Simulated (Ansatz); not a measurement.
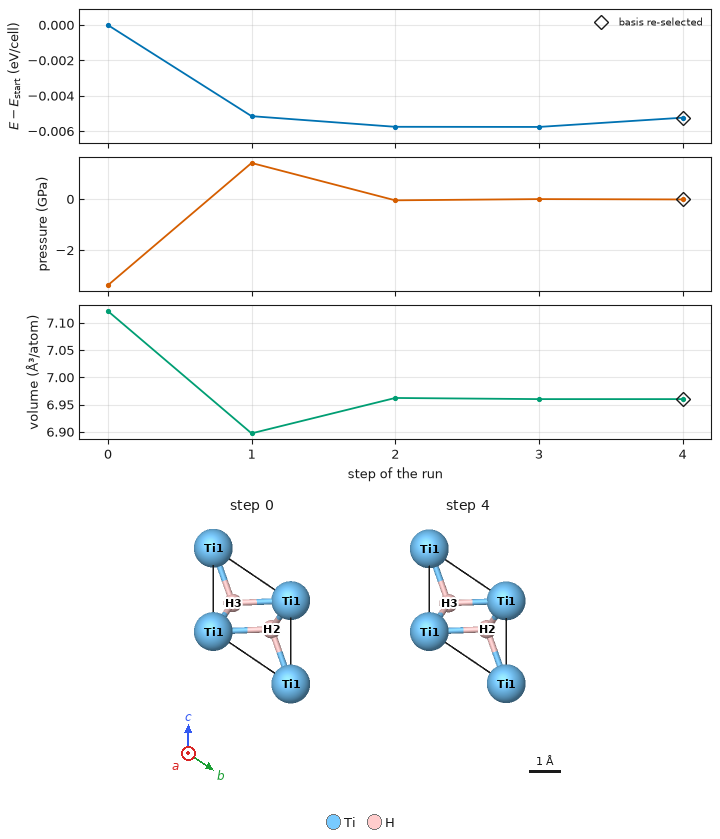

First and last geometry of a relaxation of crystalline TiH2 (set up in I4/mmm), with the history of the run. Style: ball-and-stick. Shown: the cell of the calculation, along the a axis.

These are results of DFT PBEsol, scalar-relativistic, plane waves, PAW (Ansatz), not measurements.

Input
```yaml
crystal:
  lattice:
    - [-1.600965077, 1.600965077, 2.083914324]
    - [1.600965077, -1.600965077, 2.083914324]
    - [1.600965077, 1.600965077, -2.083914324]
  atoms:
    - { symbol: Ti, position: [0.0, 0.0, 0.0] }
    - { symbol: H, position: [0.25, 0.75, 0.5] }
    - { symbol: H, position: [0.75, 0.25, 0.5] }
basis:
  ecutwfc: 420
kpoints:
  mp_grid: { grid: [18, 18, 18] }
hamiltonian:
  xc: pbesol
scf:
  occupations: { method: gaussian, width: 0.1 }
output:
  forces: true
  stress: true
  eigenvalues: true
relax:
  adjacent_minimum: "off"
  f_tol: 0.005
  max_steps: 80
  cell: { stress_tol: 0.05 }
```

### Read the history and describe the run.

It converged. After 3 accepted moves (4 points after the start) the energy has fallen by 5.2 meV per cell of the calculation. All forces vanish by symmetry, so only the cell relaxes. Pressure: −3.37 GPa at the start and −0.01 GPa at the end. At 1 point the geometry stayed and the basis and grid were re-selected for the new cell (energy shift of 0.5 meV per cell of the calculation at most each time). The atoms keep their places relative to the cell (all moves are under 0.005 Å). The volume changes by −2.3 %, with a = b = c 3.077 → 3.054 Å (−0.7 %). Some distances before and after: Ti1–Ti1 3.202 → 3.176 Å, Ti1–Ti1 (another image) 3.077 → 3.054 Å, Ti1–H2 1.910 → 1.896 Å. The space group stays I4/mmm (No. 139).

```tsv
step	E − E(0), meV/atom	pressure, GPa	volume, Å³/atom	note
0	0.00	-3.37	7.122	
1	-1.72	1.41	6.897	
2	-1.92	-0.05	6.962	
3	-1.92	0.00	6.960	
4	-1.75	-0.01	6.960	same geometry, new basis
```
